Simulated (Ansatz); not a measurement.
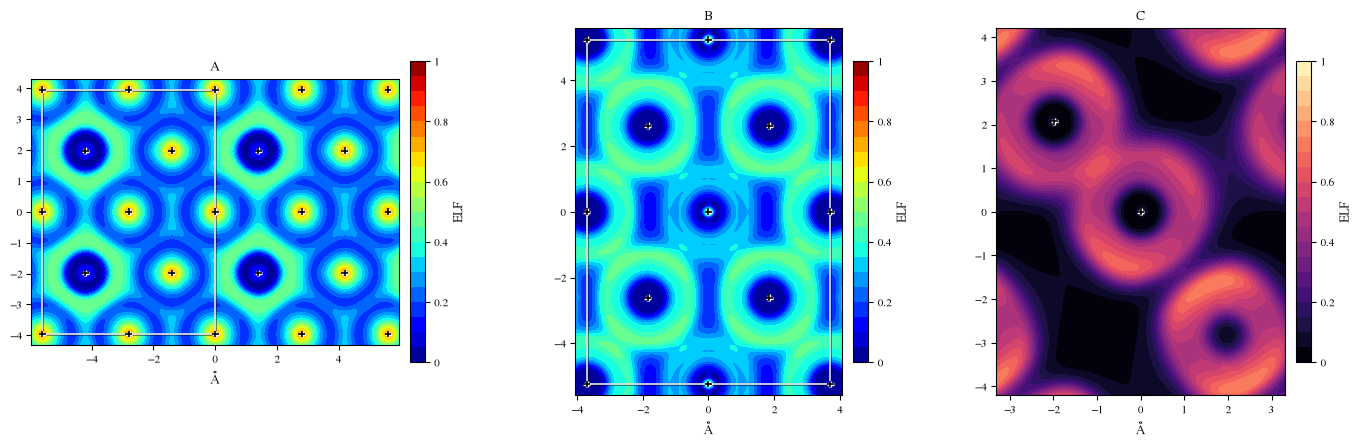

The ELF of 3 systems, each on a plane through atoms (crosses mark nuclei in the plane).

Theory: Kohn-Sham DFT of a periodic cell, PBEsol, Ansatz PAW (Ansatz).

System 1: Te, the (110) plane of the conventional cell. Space group P3₁21.

```yaml
crystal:
  lattice:
    - [4.45400, 0.00000, 0.00000]
    - [-2.22700, 3.85728, 0.00000]
    - [0.00000, 0.00000, 5.92400]
  atoms:
    - { symbol: Te, position: [0.73100, 0.73100, 0.00000] }
    - { symbol: Te, position: [0.00000, 0.26900, 0.66667] }
    - { symbol: Te, position: [0.26900, 0.00000, 0.33333] }
```

System 2: AlNi₃, the (110) plane of the conventional cell. Space group Fm-3m; a structure from a database of computed crystals, not necessarily the ambient phase; the program warned that a starting moment wasn't kept; spin-polarised, but the moments vanished.

System 3: GaSb₃, the (011) plane of the conventional cell. Space group Fm-3m; a structure from a database of computed crystals, not necessarily the ambient phase; computed pressure about −3 GPa in this cell.

```
Sb Ga
1.0
     7.41111    0.00000    0.00000
     0.00000    7.41111    0.00000
     0.00000    0.00000    7.41111
Sb Ga
12 4
Direct
  0.50000 0.00000 0.00000
  0.00000 0.50000 0.00000
  0.00000 0.00000 0.50000
  0.50000 0.50000 0.50000
  0.75000 0.25000 0.25000
  0.25000 0.75000 0.25000
  0.25000 0.25000 0.75000
  0.75000 0.75000 0.75000
  0.25000 0.25000 0.25000
  0.75000 0.75000 0.25000
  0.75000 0.25000 0.75000
  0.25000 0.75000 0.75000
  0.00000 0.00000 0.00000
  0.50000 0.50000 0.00000
  0.50000 0.00000 0.50000
  0.00000 0.50000 0.50000
```

Match each panel to its system.

Answer. Panel A is system 2, AlNi₃: the plane holds Ni and Al. Ni–Ni (2.43 Å): the ELF is about 0.25 at the midpoint: no localised pair shows between them. Panel B is system 3, GaSb₃: the plane holds Sb and Ga. Sb–Sb (3.21 Å): the ELF is about 0.45 at the midpoint. Panel C is system 1, Te: the plane holds Te. Te–Te (2.86 Å): the ELF peaks at about 0.65 between the atoms.
